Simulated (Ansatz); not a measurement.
# Run report: GaN, single-point calculation (part 1 of 2)

GaN (P6₃mc, 36 atoms in the cell), computed with DFT, PBE, plane waves, PAW, no spin polarisation (Ansatz 0.2.0).

The structure derives from a Materials Project entry. Figures and captions count atoms from 1; the log counts them from 0 in places.

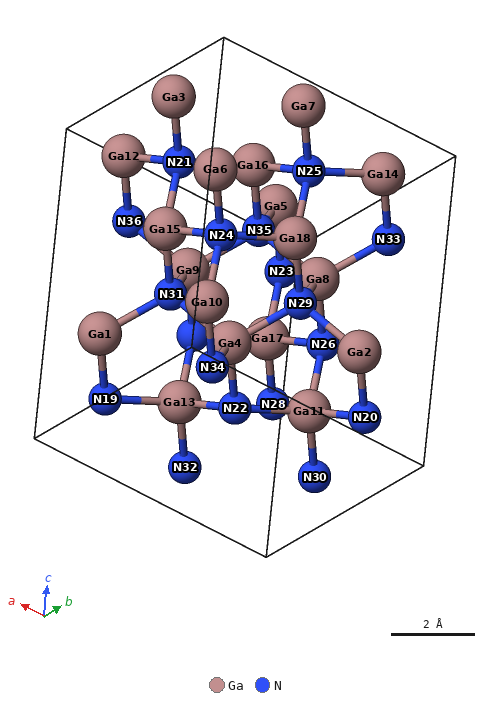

Figure 1. The structure as given in the input (ball-and-stick view of the cell of the calculation, seen at an oblique angle; atoms are numbered from 1 in the order of the input). Near neighbours in the crystal (not all of them lie inside the picture): Ga has 4 N at 1.97 to 1.98 Å; N has 4 Ga at 1.97 to 1.98 Å.

The input:
```yaml
crystal:
  lattice:
    - [0.0, 5.5743817777, -5.2431684676]
    - [4.8275562299, -2.7871908889, -5.2431684676]
    - [-4.8275562299, -2.7871908889, -5.2431684676]
  atoms:
    - { symbol: Ga, position: [0.9447328218, 0.2780661551, 0.2780661551] }
    - { symbol: Ga, position: [0.2780661551, 0.9447328218, 0.2780661551] }
    - { symbol: Ga, position: [0.9447328218, 0.6113994884, 0.9447328218] }
    - { symbol: Ga, position: [0.6113994884, 0.6113994884, 0.2780661551] }
    - { symbol: Ga, position: [0.2780661551, 0.2780661551, 0.9447328218] }
    - { symbol: Ga, position: [0.9447328218, 0.9447328218, 0.6113994884] }
    - { symbol: Ga, position: [0.6113994884, 0.9447328218, 0.9447328218] }
    - { symbol: Ga, position: [0.2780661551, 0.6113994884, 0.6113994884] }
    - { symbol: Ga, position: [0.6113994884, 0.2780661551, 0.6113994884] }
    - { symbol: Ga, position: [0.8891772662, 0.8891772662, 0.2225105995] }
    - { symbol: Ga, position: [0.2225105995, 0.5558439329, 0.2225105995] }
    - { symbol: Ga, position: [0.8891772662, 0.2225105995, 0.8891772662] }
    - { symbol: Ga, position: [0.5558439329, 0.2225105995, 0.2225105995] }
    - { symbol: Ga, position: [0.2225105995, 0.8891772662, 0.8891772662] }
    - { symbol: Ga, position: [0.8891772662, 0.5558439329, 0.5558439329] }
    - { symbol: Ga, position: [0.5558439329, 0.5558439329, 0.8891772662] }
    - { symbol: Ga, position: [0.2225105995, 0.2225105995, 0.5558439329] }
    - { symbol: Ga, position: [0.5558439329, 0.8891772662, 0.5558439329] }
    - { symbol: "N", position: [0.8191560671, 0.1524894005, 0.1524894005] }
    - { symbol: "N", position: [0.1524894005, 0.8191560671, 0.1524894005] }
    - { symbol: "N", position: [0.8191560671, 0.4858227338, 0.8191560671] }
    - { symbol: "N", position: [0.4858227338, 0.4858227338, 0.1524894005] }
    - { symbol: "N", position: [0.1524894005, 0.1524894005, 0.8191560671] }
    - { symbol: "N", position: [0.8191560671, 0.8191560671, 0.4858227338] }
    - { symbol: "N", position: [0.4858227338, 0.8191560671, 0.8191560671] }
    - { symbol: "N", position: [0.1524894005, 0.4858227338, 0.4858227338] }
    - { symbol: "N", position: [0.4858227338, 0.1524894005, 0.4858227338] }
    - { symbol: "N", position: [0.0969338449, 0.0969338449, 0.4302671782] }
    - { symbol: "N", position: [0.4302671782, 0.7636005116, 0.4302671782] }
    - { symbol: "N", position: [0.0969338449, 0.4302671782, 0.0969338449] }
    - { symbol: "N", position: [0.7636005116, 0.4302671782, 0.4302671782] }
    - { symbol: "N", position: [0.4302671782, 0.0969338449, 0.0969338449] }
    - { symbol: "N", position: [0.0969338449, 0.7636005116, 0.7636005116] }
    - { symbol: "N", position: [0.7636005116, 0.7636005116, 0.0969338449] }
    - { symbol: "N", position: [0.4302671782, 0.4302671782, 0.7636005116] }
    - { symbol: "N", position: [0.7636005116, 0.0969338449, 0.7636005116] }
basis:
  ecutwfc: 420
  xc_grid: 2
kpoints:
  mp_grid: { grid: [3, 3, 3], shift: [0.0, 0.0, 0.0] }
hamiltonian:
  xc: pbe
scf:
  occupations: { method: gaussian, width: 0.01 }
  n_extra_bands: 2
output:
  forces: true
  eigenvalues: true
  stress: true
```

Machine: 4 threads of Intel Xeon @ 2.70GHz, 189 GiB of memory available, shared host.

Launched with:
```bash
ansatz run input.yaml --threads 4 --pin off --max-ram 8192MiB --backend cpu --events-out ev --progress --plain --runs-dir out
```

Output:
```
scf.n_extra_bands = 2 over 162 filled bands (N_el = 324.0): the run solves 164 bands
Engine: ansatz 0.2.0, x86_64-unknown-linux-gnu
Pseudopotentials: kind: paw
Pseudopotential: Ga, paw, valence charge 13, recommended cutoff 420 eV (normal), Ga.paw.azcp
Pseudopotential: N, paw, valence charge 5, recommended cutoff 420 eV (normal), N.paw.azcp
Functional definition: PBE
  parameter kappa = 0.804
  parameter beta = 0.06672455060314922
  exchange = pbe_x(kappa = kappa, mu = beta*pi^2/3)
  correlation = pbe_c(beta = beta)
Crystal: 36 atoms, lattice volume = 423.291 Å³
Basis set: ecut = 420 eV, 8267 PW (Γ), exchange–correlation on 108×108×108 points (8 copies of the dense FFT grid, shifted against one another)
Bands: 164, of which v1, the nominal top of the filled ones, is band 162 counted from 1 (161 counted from 0)
Symmetry: 54 space group operations
Space group: P63mc (ITA 186), of the structure as read, at distance tolerance 7.5e-5 Å
k-points: 6 of 27 (time reversal used)
Non-local potential: Ga, projectors of the file, l = 0: 2, l = 1: 2, l = 2: 3, l = 3: 1
Non-local potential: N, projectors of the file, l = 0: 2, l = 1: 2, l = 2: 1
PAW form: soft (Blöchl's): semilocal exchange-correlation on the pseudo side does not see the compensation charge
PAW one-centre angular grid: Ga, 590 points (default); XC on 64 Gauss nodes
PAW one-centre angular grid: N, 110 points (default); XC on 64 Gauss nodes
Initial density: superposition of atomic densities (neutral atoms: chi_scale 0, normalization atom), corrected by the library's trained network
Initial wavefunctions: pseudopotential atomic-orbital guess
Functional: x = pbe(κ = 0.804, μ = 0.2195149727645171), c = pbe(β = 0.06672455060314922)
SCF iter   1: F=—  HF=-75022.529850 eV  |F-HF|=—  |Δ(HF+E_count)|=         —  Δρ=8.55e-4  dr2=2.05e-3  ethr=1.77e-3  ⟨swp⟩=6.3  Hψ=3779  notcnv=0
preconditioner: auto → Resta (q_TF=auto, 2.609 Å⁻¹)  ε∞=6.6  [insulator: Δε(μ)=1.703 eV  Ē_g=13.773 eV  σ=0.010 eV  W_gap=1.00  n_scr=130 (ndim 8)  ℏωp=32.5 eV  f_vac=0.010  D(μ)=0.00/eV (n_scr^D=0)  ε∞_Penn≈6.6]
SCF iter   2: F=—  HF=-75022.532886 eV  |F-HF|=—  |Δ(HF+E_count)|=   3.04e-3  Δρ=4.08e-4  dr2=3.08e-4  ethr=6.32e-7  ⟨swp⟩=2.5  Hψ=2293  notcnv=0
SCF iter   3: F=—  HF=-75022.533874 eV  |F-HF|=—  |Δ(HF+E_count)|=   9.88e-4  Δρ=2.08e-4  dr2=8.90e-5  ethr=9.49e-8  ⟨swp⟩=2.0  Hψ=1913  notcnv=0
SCF iter   4: F=—  HF=-75022.533398 eV  |F-HF|=—  |Δ(HF+E_count)|=   4.76e-4  Δρ=7.18e-5  dr2=1.61e-5  ethr=2.75e-8  ⟨swp⟩=2.0  Hψ=1937  notcnv=0
SCF iter   5: F=—  HF=-75022.533440 eV  |F-HF|=—  |Δ(HF+E_count)|=   4.23e-5  Δρ=1.93e-5  dr2=9.19e-7  ethr=4.97e-9  ⟨swp⟩=2.0  Hψ=1952  notcnv=0
SCF iter   6: F=-75022.533442 eV  HF=-75022.533442 eV  |F-HF|=1.15e-8  |Δ(HF+E_count)|=   2.37e-6  Δρ=3.15e-6  dr2=4.19e-8  ethr=3.09e-11  ⟨swp⟩=2.5  Hψ=4066  notcnv=0
SCF 1 converged in 6 iterations: F = -75022.533442 eV  dr2 = 4.19e-8
  greatest PAW one-centre occupation: 0.995 electrons in one spin orbital (limit 2), on the Ga atom at site 17 (counted from 0), in its partial waves of l = 2
SCF converged after 6 iterations
Free energy (F): -75022.533442 eV
Harris-Foulkes:  -75022.533442 eV  (|F-HF|=1.15e-8)
Internal energy: -75022.533442 eV  (E = F + TS)
E sigma→0 (E₀):  -75022.533442 eV
Fermi energy:    10.116422 eV
--- Per-component energies (eV) ---
  E_band       = -216.842570
  E_kinetic    = 4429.669330
  E_local      = -35547.092954  (includes V_loc(G=0)·N_el)
  E_nonlocal   = 8538.079889
  E_hartree    = 16322.985645
  E_xc         = -2311.213124
  E_vxc        = -2405.012310  (∫ρ·V_xc dr)
  E_paw        = -38168.650142  (= ΣΔE_a)
  E_vpaw       = -7878.452896  (= ΣTr[D̂ρ^β])
  E_aug_tail   = 0.001414  (compensation charges beyond the density's cutoff)
  E_ewald      = -28286.313500
  E_smearing   = -0.000000  (= −TS)
  E_closure    = -0.000000  (closes the sum)
  Σ components = -75022.533442   (vs F -75022.533442, Δ=0.00e0)
--- Forces (eV/Å), atoms counted from 1 ---
  atom   1  Ga    -0.00000000    -0.00000000    -0.00004920
  atom   2  Ga    -0.00000000    -0.00000000    -0.00004920
  atom   3  Ga     0.00000000    -0.00000000    -0.00004920
  atom   4  Ga     0.00000000    -0.00000000    -0.00004920
  atom   5  Ga    -0.00000000    -0.00000000    -0.00004920
  atom   6  Ga    -0.00000000    -0.00000000    -0.00004920
  atom   7  Ga    -0.00000000    -0.00000000    -0.00004920
  atom   8  Ga    -0.00000000    -0.00000000    -0.00004920
  atom   9  Ga    -0.00000000    -0.00000000    -0.00004920
  atom  10  Ga    -0.00000000     0.00000000     0.00003240
  atom  11  Ga    -0.00000000     0.00000000     0.00003240
  atom  12  Ga    -0.00000000     0.00000000     0.00003240
  atom  13  Ga    -0.00000000     0.00000000     0.00003240
  atom  14  Ga    -0.00000000     0.00000000     0.00003240
  atom  15  Ga    -0.00000000     0.00000000     0.00003240
  atom  16  Ga     0.00000000     0.00000000     0.00003240
  atom  17  Ga    -0.00000000     0.00000000     0.00003240
  atom  18  Ga    -0.00000000     0.00000000     0.00003240
  atom  19  N      0.00000000    -0.00000000    -0.00008506
  atom  20  N      0.00000000    -0.00000000    -0.00008506
  atom  21  N      0.00000000    -0.00000000    -0.00008506
  atom  22  N      0.00000000    -0.00000000    -0.00008506
  atom  23  N      0.00000000    -0.00000000    -0.00008506
  atom  24  N      0.00000000    -0.00000000    -0.00008506
  atom  25  N      0.00000000    -0.00000000    -0.00008506
  atom  26  N      0.00000000    -0.00000000    -0.00008506
  atom  27  N      0.00000000    -0.00000000    -0.00008506
  atom  28  N      0.00000000     0.00000000     0.00007411
  atom  29  N     -0.00000000     0.00000000     0.00007411
  atom  30  N     -0.00000000     0.00000000     0.00007411
  atom  31  N      0.00000000     0.00000000     0.00007411
  atom  32  N     -0.00000000     0.00000000     0.00007411
  atom  33  N     -0.00000000     0.00000000     0.00007411
  atom  34  N      0.00000000     0.00000000     0.00007411
  atom  35  N      0.00000000     0.00000000     0.00007411
  atom  36  N     -0.00000000     0.00000000     0.00007411
  max |Σ_I F_I| component: 2.50e-4 eV/Å
--- Stress (GPa, compression-positive) ---
       -0.005618       0.000000       0.000000
       -0.000000      -0.005618      -0.000000
        0.000000      -0.000000      -0.006516
  P = ⅓ Tr σ = -0.0059 GPa (-0.059 kbar)
--- Band table (eV; the first three rows and the last of 6) ---
```
